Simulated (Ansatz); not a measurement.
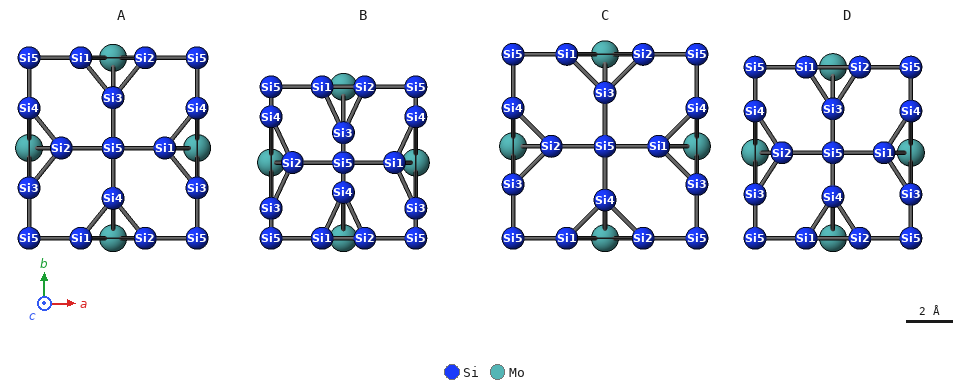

4 geometries from one relaxation of solid Si5Mo (a generated structure, set up in Cmmm) (coarse preliminary run), in shuffled order. A ball-and-stick model of the conventional cell (2 times the calculation's cell), seen along the c axis. Lengths and directions refer to the drawn axes.

The calculation used Ansatz 0.2.0, DFT PBE, scalar-relativistic, plane waves, PAW. Set-up: plane-wave cutoff 420 eV; k-point mesh 4 × 4 × 4; occupations gaussian; smearing width 0.1 eV; no spin polarisation; cell and atoms relaxed; force threshold 0.04 eV/Å; at most 70 steps.

Put them in the order of the run, from the start to the converged end.

B, D, A, C. They are steps 0, 3, 5, 12, at +47.576 eV per cell of the calculation, +5.178 eV per cell of the calculation, +0.893 eV per cell of the calculation relative to the last. After 10 accepted moves (12 points after the start) the energy has fallen by 47.576 eV per cell of the calculation. Largest force component: 72 eV/Å at the start, 0.0061 eV/Å at the end. Pressure: 110.62 GPa at the start and −0.05 GPa at the end. The SCF was repeated twice at an unchanged geometry on a basis and grid sized afresh for the cell, which shifted the energy by 0.111 eV per cell of the calculation at most. The largest moves relative to the cell, 0.77 Å, are those of Si atoms. Mo stays in place. The volume changes by +17.9 %, with a 6.424 → 8.159 Å (+27.0 %), b 6.719 → 8.163 Å (+21.5 %), c 5.016 → 3.832 Å (−23.6 %). Some distances before and after: Si–Si 2.655 → 4.773 Å, Si–Si 1.897 → 3.390 Å, Si–Si 1.328 → 2.386 Å, Si–Si 2.624 → 3.373 Å. Bonds break: Si–Si (1.90 → 3.39 Å). Bond angles that change, for instance: Mo–Si–Mo 138.6° → 97.0°, Si–Si–Si 129.9° → 90.0°, Si–Si–Mo 110.7° → 131.5°. The space group (tolerance 0.01 Å) goes from Cmmm (No. 65) to P4/mmm (No. 123). Cost: 50 s on 1 thread of Intel(R) Xeon(R) Processor @ 2.70GHz (shared host), peak memory 0.42 GiB.
